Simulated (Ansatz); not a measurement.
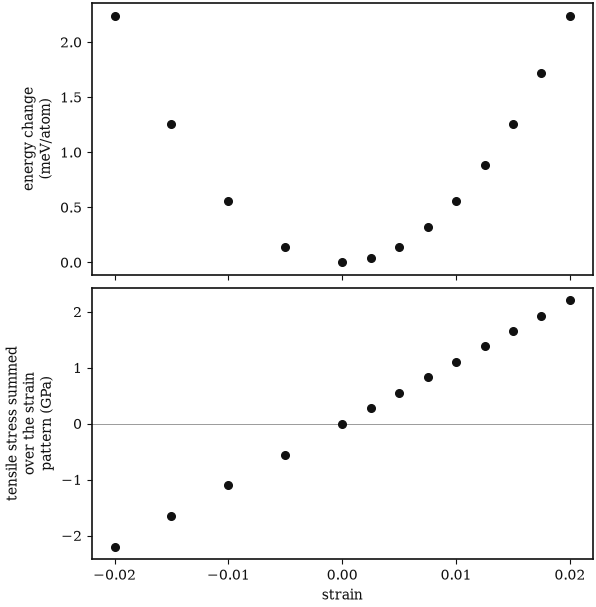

Caption: Energy change and tensile stress summed over the strain pattern against strain for TiAl, space group P4/mmm (No. 123).

The points at strain −0.015, −0.005, 0.01 and 0.02 follow from computed ones by symmetry.

The energy change is 2.24 meV/atom at strain −0.0200 and 2.24 meV/atom at 0.0200; the lowest computed point is at strain 0.0000 (0.00 meV/atom). The tensile stress summed over the strain pattern rises from −2.205 GPa at strain −0.0200 to 2.205 GPa at 0.0200, and changes sign near 0.0000. The slope of stress against strain at the start, which at zero pressure is the clamped-ion constant C44, is 110 GPa. The second derivative of tensile stress is 0 GPa. The tensile stress at start is 0 GPa.

Calculation (Ansatz 0.2.0): homogeneous strain of a crystal along one Voigt pattern with engineering shear, fractional coordinates fixed, by plane-wave density functional theory with PAW datasets, free energies less that of the undisturbed cell; scalar-relativistic. Level: PBE, no spin polarisation.

```json
{"setting": "wave cutoff", "value": "420 eV"}
{"setting": "k mesh", "value": "16×16×12"}
{"setting": "occupations", "value": "Gaussian"}
{"setting": "smearing width", "value": "0.15 eV"}
{"setting": "k shift", "value": "(0, 0, 0) (mesh steps)"}
{"setting": "start", "value": "as given"}
{"setting": "strain pattern", "value": "(0, 0, 0, 1, 0, 0) (xx yy zz yz xz xy with engineering shear)"}
```

The given structure:
```
CELL_PARAMETERS angstrom
2.83730 0.00000 0.00000
0.00000 2.83730 0.00000
0.00000 0.00000 4.05910
ATOMIC_POSITIONS crystal
Ti 0.00000 0.00000 0.00000
Al 0.50000 0.50000 0.50000
```

Keep in mind: reference crystal is not relaxed.
